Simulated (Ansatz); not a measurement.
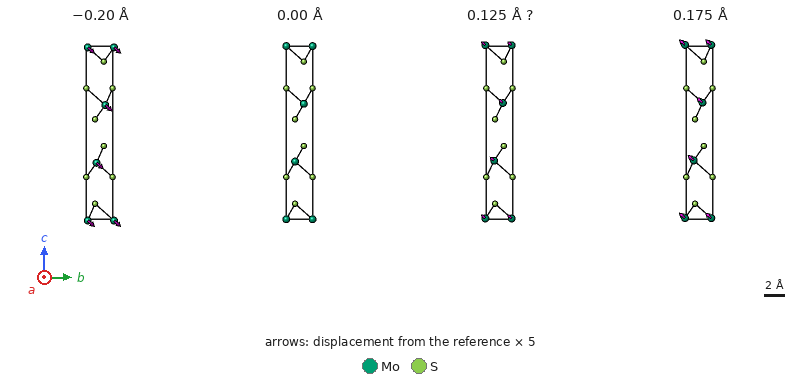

A scan of a crystal of MoS₂ (R-3m): the whole Mo sublattice is shifted rigidly, towards the nearest copy of atom 2 (S) at 2.417 Å, all else fixed. A ball-and-stick model of the conventional cell (3 times the calculation's cell), seen along the a axis. Purple arrows: displacements from the reference. Lengths and directions refer to the drawn axes.

The calculation used DFT PBE+D3(BJ), scalar-relativistic, plane waves, PAW in Ansatz 0.2.0. Settings: plane-wave cutoff 420 eV; k-point mesh 18 × 18 × 18; occupations gaussian; smearing width 0.15 eV; no spin polarisation. Energies (free energies at the smearing named) are counted from the relaxed crystal.

```tsv
displacement (Å)	ΔE (meV/cell)
−0.200	303
−0.100	71
0.000	0
0.050	18
0.125	?
0.150	165
0.175	228
```

### Fill in the missing row.

A straight line between the two neighbours gives 128 meV/cell. A cubic through the four nearest rows (0.000, 0.050, 0.150, 0.175) gives, with Lagrange weights, (−0.0714)(0) + (0.2500)(18) + (1.2500)(165) + (−0.4286)(228) = 113 meV/cell. The calculation gives 113 meV/cell, so the cubic is right to the digits shown and the straight line 15 meV/cell too high, as the curve bends upwards here.

The whole profile:

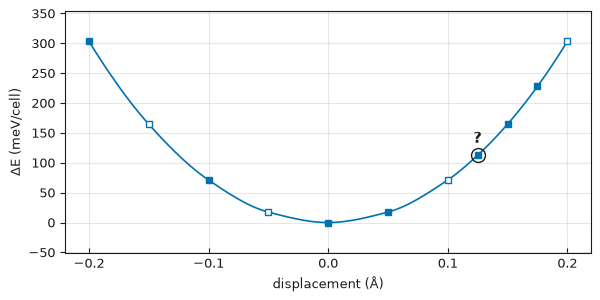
